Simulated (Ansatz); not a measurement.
A periodic structure is given below.

```xyz
2
Lattice="2.7538 0.0000 0.0000 -1.3769 2.3849 0.0000 0.0000 0.0000 4.0279" Properties=species:S:1:pos:R:3 pbc="T T T"
Al    0.0000    0.0000    0.0000
Cu    1.3769    0.7950    2.0140
```

> What would you see if this were drawn?

Its composition is AlCu. The symmetry is that of P-6m2 (No. 187), on a primitive hexagonal lattice. The cell has 2 atoms, namely 1 Al, 1 Cu. Al bonds to six Al and six Cu in a distorted anticuboctahedral arrangement (2.75 Å to Al, 2.57 Å to Cu). Cu is linked to six Al and six Cu in a distorted anticuboctahedral arrangement (2.57 Å to Al, 2.75 Å to Cu). The bonds build a three-dimensional framework.

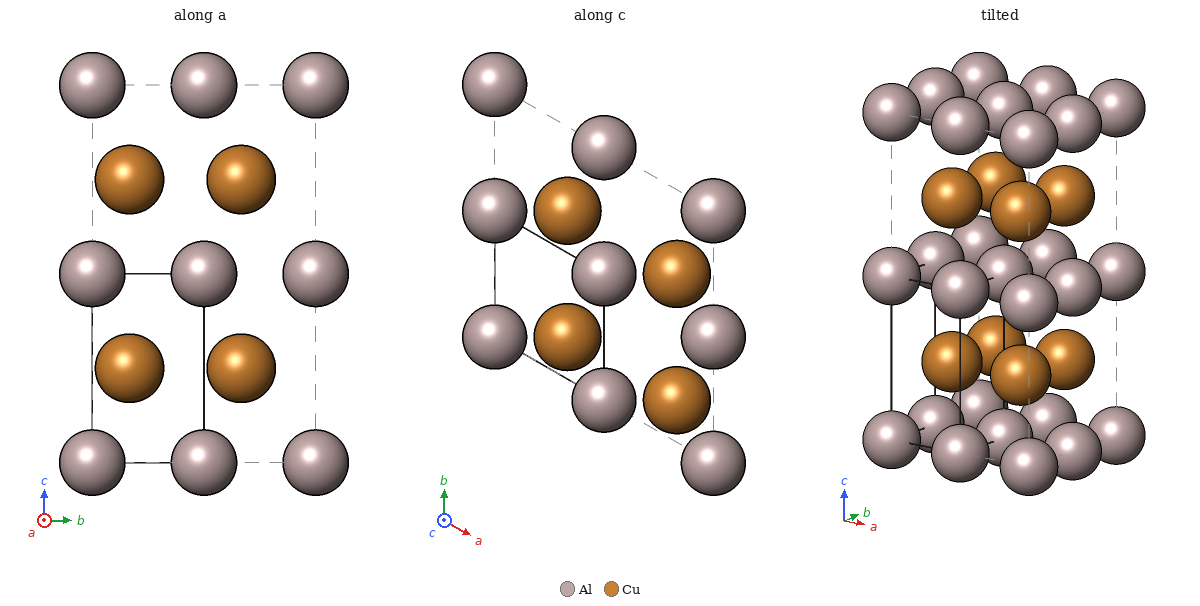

Spheres-only drawing of the structure, looking along the a axis, along the c axis and slightly off an axis. Shown are 2×2×2 repeats of the conventional unit cell, one of them outlined in solid lines. Colours: aluminium light grey, copper orange.

The starting point was a structure listed in the Materials Project, with elements exchanged, so it need not be a known form of the compound. Relaxation method: DFT PBEsol, scalar-relativistic, plane waves, PAW in Ansatz 0.2.0.
